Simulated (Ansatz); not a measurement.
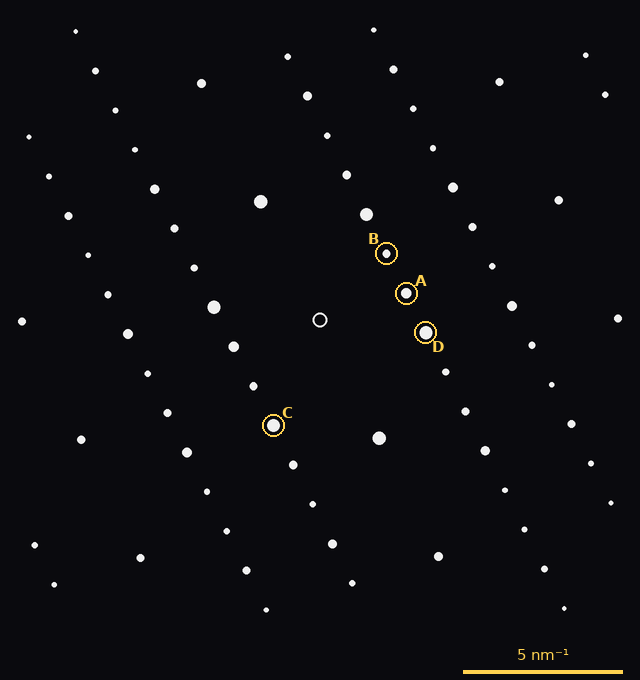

Simulated selected-area electron diffraction pattern (100 kV, kinematic approximation, thin crystal, B = 0.8 Å² for all atoms). The zone axis points towards the electron source and the pattern is seen from the source side.

I, space group R-3m (No. 166), a = 4.123 Å, c = 21.632 Å (hexagonal axes). Structure: coordinates from a relaxation with DFT PBEsol, scalar-relativistic, plane waves, PAW (Ansatz); the starting structure was generated, so it need not be a known form of this composition.

```
I
1.0
     4.12286    0.00000    0.00000
    -2.06143    3.57050    0.00000
     0.00000    0.00000   21.63213
I
9
Direct
  0.00000 0.00000 0.00000
  0.33333 0.66667 0.88894
  0.00000 0.00000 0.77772
  0.66667 0.33333 0.33333
  0.00000 0.00000 0.22228
  0.66667 0.33333 0.11106
  0.33333 0.66667 0.66667
  0.66667 0.33333 0.55561
  0.33333 0.66667 0.44439
```

Spot A is indexed 0 -1 1 and spot B 0 -1 -2.

Give hkl for C, D.

Answer. C = A − 2B = 0 1 5 (d = 2.754 Å). D = 2A − B = 0 -1 4 (d = 2.980 Å).

Give [uvw].

Answer. The cross product of A and B is parallel to [100]; every spot obeys hu + kv + lw = 0.

What are the spacings of A and B and the angle between them?

Answer. d(A) = 3.523 Å, d(B) = 3.391 Å, and the angle is 27.6°.
